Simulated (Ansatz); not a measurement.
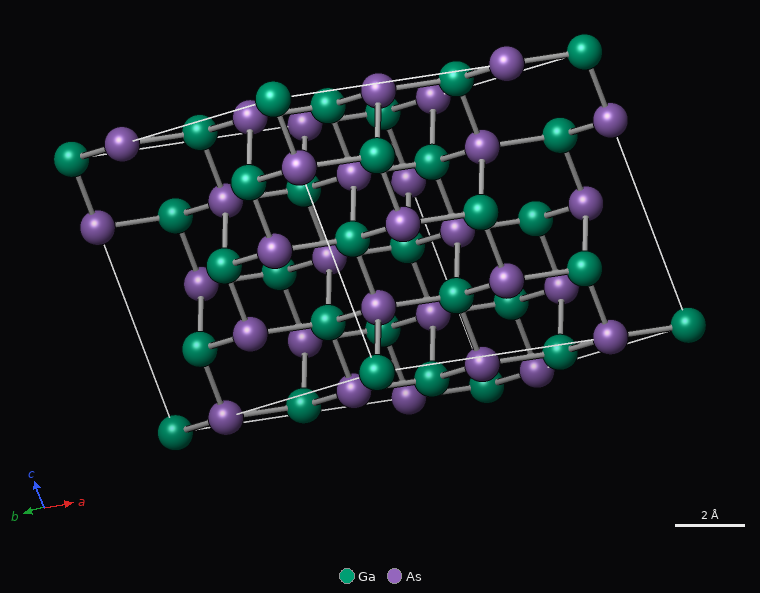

**Figure 1.** The structure as given in the input (ball-and-stick view of the cell of the calculation, seen at an oblique angle). Near neighbours in the crystal (not all of them lie inside the picture): Ga has 4 As at 2.43 Å; As has 4 Ga at 2.43 Å.

**GaAs: single-point calculation (part 1 of 2)**

GaAs (F-43m, 32 atoms in the cell), computed with DFT LDA, scalar-relativistic, plane waves, PAW, no spin polarisation (Ansatz 0.2.0).

The structure derives from a Materials Project entry. It belongs to a series of runs on one base structure; here: the perfect crystal in a cell of 32 atoms.

Input
```yaml
crystal:
  lattice:
    - [-5.603381592, 5.603381592, -5.603381592]
    - [5.603381592, -5.603381592, -5.603381592]
    - [-5.603381592, -5.603381592, 5.603381592]
  atoms:
    - { symbol: Ga, position: [0.25, 0.75, 0.0] }
    - { symbol: Ga, position: [0.0, 0.75, 0.25] }
    - { symbol: Ga, position: [0.75, 0.75, 0.5] }
    - { symbol: Ga, position: [0.5, 0.5, 0.0] }
    - { symbol: Ga, position: [0.5, 0.75, 0.75] }
    - { symbol: Ga, position: [0.25, 0.5, 0.25] }
    - { symbol: Ga, position: [0.0, 0.5, 0.5] }
    - { symbol: Ga, position: [0.75, 0.25, 0.0] }
    - { symbol: Ga, position: [0.75, 0.5, 0.75] }
    - { symbol: Ga, position: [0.5, 0.25, 0.25] }
    - { symbol: Ga, position: [0.25, 0.25, 0.5] }
    - { symbol: Ga, position: [0.0, 0.0, 0.0] }
    - { symbol: Ga, position: [0.0, 0.25, 0.75] }
    - { symbol: Ga, position: [0.75, 0.0, 0.25] }
    - { symbol: Ga, position: [0.5, 0.0, 0.5] }
    - { symbol: Ga, position: [0.25, 0.0, 0.75] }
    - { symbol: As, position: [0.5, 0.0, 0.25] }
    - { symbol: As, position: [0.25, 1.0, 0.5] }
    - { symbol: As, position: [1.0, 1.0, 0.75] }
    - { symbol: As, position: [0.75, 0.75, 0.25] }
    - { symbol: As, position: [0.75, 1.0, 1.0] }
    - { symbol: As, position: [0.5, 0.75, 0.5] }
    - { symbol: As, position: [0.25, 0.75, 0.75] }
    - { symbol: As, position: [0.0, 0.5, 0.25] }
    - { symbol: As, position: [1.0, 0.75, 1.0] }
    - { symbol: As, position: [0.75, 0.5, 0.5] }
    - { symbol: As, position: [0.5, 0.5, 0.75] }
    - { symbol: As, position: [0.25, 0.25, 0.25] }
    - { symbol: As, position: [0.25, 0.5, 0.0] }
    - { symbol: As, position: [1.0, 0.25, 0.5] }
    - { symbol: As, position: [0.75, 0.25, 0.75] }
    - { symbol: As, position: [0.5, 0.25, 0.0] }
basis:
  ecutwfc: 420
  xc_grid: 2
kpoints:
  mp_grid: { grid: [4, 4, 4], shift: [0.5, 0.5, 0.5] }
hamiltonian:
  xc: lda
scf:
  occupations: { method: gaussian, width: 0.02 }
output:
  forces: true
  stress: true
  eigenvalues: true
  write_density: true
  write_potential: true
  elf: true
  volumetric_format: npy
```

Launched with:
```bash
ansatz run input.yaml --threads 4 --pin off --max-ram 8192MiB --backend cpu --events-out ev --progress --plain --runs-dir out
```

The program's output
```
Engine: ansatz 0.2.0, x86_64-unknown-linux-gnu
Pseudopotentials: kind: paw
Pseudopotential: Ga, paw, valence charge 13, recommended cutoff 420 eV (normal), Ga.paw.azcp
Pseudopotential: As, paw, valence charge 15, recommended cutoff 420 eV (normal), As.paw.azcp
Functional definition: SPW92
  exchange = slater_x
  correlation = pw_c
Crystal: 32 atoms, lattice volume = 703.737 Å³
Basis set: ecut = 420 eV, 13811 PW (Γ), exchange–correlation on 144×144×144 points (8 copies of the dense FFT grid, shifted against one another)
Bands: 269, of which v1, the nominal top of the filled ones, is band 224 counted from 1 (223 counted from 0)
Symmetry: 384 space group operations
Space group: F-43m (ITA 216), of the structure as read, at distance tolerance 8.9e-5 Å
k-points: 6 of 64 (time reversal used)
Non-local potential: Ga, projectors of the file, l = 0: 2, l = 1: 2, l = 2: 3, l = 3: 1
Non-local potential: As, projectors of the file, l = 0: 2, l = 1: 2, l = 2: 3, l = 3: 1
PAW form: soft (Blöchl's): semilocal exchange-correlation on the pseudo side does not see the compensation charge
PAW frozen core: Ga, regenerated for the run's functional, and the local potential with it (the file was generated under x = pbe(κ = 0.804, μ = 0.2195149727645171), c = pbe(β = 0.06672455060314922))
PAW frozen core: As, regenerated for the run's functional, and the local potential with it (the file was generated under x = pbe(κ = 0.804, μ = 0.2195149727645171), c = pbe(β = 0.06672455060314922))
PAW one-centre angular grid: Ga, 590 points (default); XC on 64 Gauss nodes
PAW one-centre angular grid: As, 590 points (default); XC on 64 Gauss nodes
Initial density: superposition of atomic densities (neutral atoms: chi_scale 0, normalization atom), corrected by the library's trained network
Initial wavefunctions: pseudopotential atomic-orbital guess
Functional: x = slater, c = lda
SCF iter   1: F=—  HF=-135700.829695 eV  |F-HF|=—  |Δ(HF+E_count)|=         —  Δρ=5.32e-3  dr2=1.25e-1  ethr=1.77e-3  ⟨swp⟩=6.2  Hψ=5477  notcnv=0  defer=25
preconditioner: auto → Resta (q_TF=auto, 2.530 Å⁻¹)  ε∞=3.7  [insulator: Δε(μ)=1.232 eV  Ē_g=14.564 eV  σ=0.020 eV  W_gap=1.00  n_scr=200 (ndim 8)  ℏωp=23.8 eV  f_vac=0.083  D(μ)=0.00/eV (n_scr^D=0)  ε∞_Penn≈3.7]
SCF iter   2: F=—  HF=-135700.775982 eV  |F-HF|=—  |Δ(HF+E_count)|=   5.37e-2  Δρ=2.89e-3  dr2=3.22e-2  ethr=2.79e-5  ⟨swp⟩=3.0  Hψ=3237  notcnv=0  defer=237
SCF iter   3: F=—  HF=-135700.771789 eV  |F-HF|=—  |Δ(HF+E_count)|=   4.19e-3  Δρ=5.83e-4  dr2=2.16e-3  ethr=7.18e-6  ⟨swp⟩=2.0  Hψ=1662  notcnv=0  defer=237
SCF iter   4: F=—  HF=-135700.771715 eV  |F-HF|=—  |Δ(HF+E_count)|=   7.39e-5  Δρ=1.72e-4  dr2=2.82e-4  ethr=4.82e-7  ⟨swp⟩=2.0  Hψ=2721  notcnv=0  defer=237
SCF iter   5: F=—  HF=-135700.771498 eV  |F-HF|=—  |Δ(HF+E_count)|=   2.16e-4  Δρ=9.76e-5  dr2=6.35e-5  ethr=6.29e-8  ⟨swp⟩=2.0  Hψ=2241  notcnv=0  defer=237
SCF iter   6: F=—  HF=-135700.771699 eV  |F-HF|=—  |Δ(HF+E_count)|=   2.00e-4  Δρ=2.11e-5  dr2=4.51e-6  ethr=1.42e-8  ⟨swp⟩=2.0  Hψ=2212  notcnv=0  defer=237
SCF iter   7: F=—  HF=-135700.771699 eV  |F-HF|=—  |Δ(HF+E_count)|=   3.67e-7  Δρ=5.70e-6  dr2=2.04e-7  ethr=1.01e-9  ⟨swp⟩=2.0  Hψ=2721  notcnv=0  defer=237
SCF iter   8: F=-135700.771699 eV  HF=-135700.771699 eV  |F-HF|=1.80e-9  |Δ(HF+E_count)|=   5.94e-8  Δρ=8.30e-7  dr2=4.21e-9  ethr=2.23e-11  ⟨swp⟩=12.0  Hψ=10882  notcnv=0
SCF 1 converged in 8 iterations: F = -135700.771699 eV  dr2 = 4.21e-9
  greatest PAW one-centre occupation: 0.999 electrons in one spin orbital (limit 2), on the As atom at site 31 (counted from 0), in its partial waves of l = 2
SCF converged after 8 iterations
Free energy (F): -135700.771699 eV
Harris-Foulkes:  -135700.771699 eV  (|F-HF|=1.80e-9)
Internal energy: -135700.771699 eV  (E = F + TS)
E sigma→0 (E₀):  -135700.771699 eV
Fermi energy:    8.658965 eV
--- Per-component energies (eV) ---
  E_band       = -5040.612742
  E_kinetic    = 3534.997207
  E_local      = -62203.719502  (includes V_loc(G=0)·N_el)
  E_nonlocal   = -3817.608728
  E_hartree    = 31331.293304
  E_xc         = -2373.321065
  E_vxc        = -2222.703296  (∫ρ·V_xc dr)
  E_paw        = -58665.872458  (= ΣΔE_a)
  E_vpaw       = -2994.172763  (= ΣTr[D̂ρ^β])
  E_aug_tail   = -0.001706  (compensation charges beyond the density's cutoff)
  E_ewald      = -43567.398110
  E_core_change = 60.859359  (= ΣΔE_core)
  E_smearing   = -0.000000  (= −TS)
  E_closure    = 0.000000  (closes the sum)
  Σ components = -135700.771699   (vs F -135700.771699, Δ=0.00e0)
--- Forces (eV/Å), atoms counted from 1 ---
  atom   1  Ga    -0.00000000    -0.00000000     0.00000000
  atom   2  Ga    -0.00000000    -0.00000000     0.00000000
  atom   3  Ga     0.00000000    -0.00000000     0.00000000
  atom   4  Ga     0.00000000    -0.00000000     0.00000000
  atom   5  Ga     0.00000000    -0.00000000     0.00000000
  atom   6  Ga    -0.00000000    -0.00000000     0.00000000
  atom   7  Ga    -0.00000000    -0.00000000    -0.00000000
  atom   8  Ga    -0.00000000    -0.00000000     0.00000000
  atom   9  Ga     0.00000000    -0.00000000     0.00000000
  atom  10  Ga     0.00000000    -0.00000000     0.00000000
  atom  11  Ga     0.00000000    -0.00000000    -0.00000000
  atom  12  Ga    -0.00000000    -0.00000000     0.00000000
  atom  13  Ga     0.00000000    -0.00000000     0.00000000
  atom  14  Ga    -0.00000000    -0.00000000     0.00000000
  atom  15  Ga     0.00000000    -0.00000000     0.00000000
  atom  16  Ga    -0.00000000    -0.00000000     0.00000000
  atom  17  As    -0.00000000     0.00000000    -0.00000000
  atom  18  As    -0.00000000     0.00000000     0.00000000
  atom  19  As    -0.00000000     0.00000000     0.00000000
  atom  20  As    -0.00000000    -0.00000000    -0.00000000
  atom  21  As    -0.00000000     0.00000000    -0.00000000
  atom  22  As    -0.00000000     0.00000000    -0.00000000
  atom  23  As    -0.00000000     0.00000000     0.00000000
  atom  24  As    -0.00000000    -0.00000000    -0.00000000
  atom  25  As    -0.00000000     0.00000000     0.00000000
  atom  26  As    -0.00000000     0.00000000    -0.00000000
  atom  27  As    -0.00000000     0.00000000    -0.00000000
  atom  28  As    -0.00000000     0.00000000    -0.00000000
  atom  29  As    -0.00000000     0.00000000    -0.00000000
  atom  30  As    -0.00000000     0.00000000    -0.00000000
  atom  31  As    -0.00000000     0.00000000    -0.00000000
  atom  32  As    -0.00000000     0.00000000    -0.00000000
  max |Σ_I F_I| component: 2.08e-17 eV/Å
--- Stress (GPa, compression-positive) ---
        0.007158      -0.000000      -0.000000
       -0.000000       0.007158       0.000000
       -0.000000      -0.000000       0.007158
  P = ⅓ Tr σ = 0.0072 GPa (0.072 kbar)
--- Band table (eV; the first three rows and the last of 6) ---
  k-point 0: bands = ["-27.0898", "-27.0898", "-27.0898", "-27.0890", "-27.0889", "-27.0889", "-27.0889", "-27.0889", "-27.0889", "-27.0889", ... 59 levels left out ..., "-27.0775", "-27.0775", "-27.0775", "-27.0775", "-27.0775", "-27.0775", "-27.0775", "-27.0775", "-27.0770", "-27.0770", "-27.0770", "-6.8247", "-6.8247", "-6.8247", "-6.8076", "-6.8076", "-6.8076", "-6.8000", "-6.8000", "-6.8000", "-6.8000", "-6.8000", "-6.8000", "-6.7751", "-6.7751", "-6.7751", "-6.7247", "-6.7055", "-6.7055",
      "-6.6922", "-6.6922", "-6.6922", "-6.6900", "-6.6900", "-6.6900", "-6.6831", "-6.6831", "-6.6831", "-6.6831", "-6.6831", "-6.6831", "-6.6801", "-6.6801", "-6.6801", "-6.6769", "-6.6769", "-6.6769", "-6.6769", "-6.6769", "-6.6769", "-6.6734", "-6.6734", "-6.6734", "-6.6634", "-6.6634", "-6.6634", "-6.6597", "-6.6597", "-6.6597", "-6.6475", "-6.6475", "-6.6475", "-6.6322", "-6.6322", "-6.6322", "-6.6322", "-6.6322", "-6.6322", "-6.6301",
      "-6.6301", "-6.6301", "-6.6271", "-6.6271", "-6.6271", "-6.6248", "-6.6248", "-6.6224", "-6.6224", "-6.6224", "-6.6223", "-6.6223", "-6.6223", "-6.6197", "-6.6197", "-6.6197", "-6.6197", "-6.6197", "-6.6197", "-6.6135", "-6.6135", "-6.6135", "-4.5507", "-3.6438", "-3.6438", "-3.6438", "-2.9164", "-2.9164", "-2.9164", "-2.9164", "-2.9164", "-2.9164", "-2.5031", "-2.5031", "-2.5031", "-2.2976", "-2.2976", "-2.2976", "1.5243", "1.5243",
      "1.5243", "1.6684", "1.6684", "1.6684", "2.1952", "2.1952", "2.1952", "2.1952", "2.1952", "2.1952", "3.2723", "3.2723", "3.2723", "4.4366", "4.4366", "4.4366", "4.9953", "4.9953", "4.9953", "5.0581", "5.0581", "5.0581", "5.0581", "5.0581", "5.0581", "5.6352", "5.6352", "5.6352", "6.0393", "6.0393", "6.0393", "6.2163", "6.4269", "6.4269", "6.4269", "6.4283", "6.4283", "6.4283", "6.4283", "6.4283",
      "6.4283", "7.4886", "7.4886", "7.4886", "7.9901", "7.9901", "9.8062", "9.8097", "9.8097", "9.8097", "10.5221", "10.5221", "10.5221", "10.5616", "10.5616", "10.5616", "10.8155", "10.8155", "10.8155", "11.2993", "11.2993", "11.2993", "11.2993", "11.2993", "11.2993", "12.2932", "12.2932", "12.3739", "12.3739", "12.3739", "12.3739", "12.3739", "12.3739", "12.3996", "12.9446", "12.9446", "12.9446", "12.9659", "12.9659", "12.9659",
      "13.6821", "13.6821", "13.6821", "13.7267", "13.7267", "13.7267", "13.7267", "13.7267", "13.7267", "14.3342", "14.3342"]
```
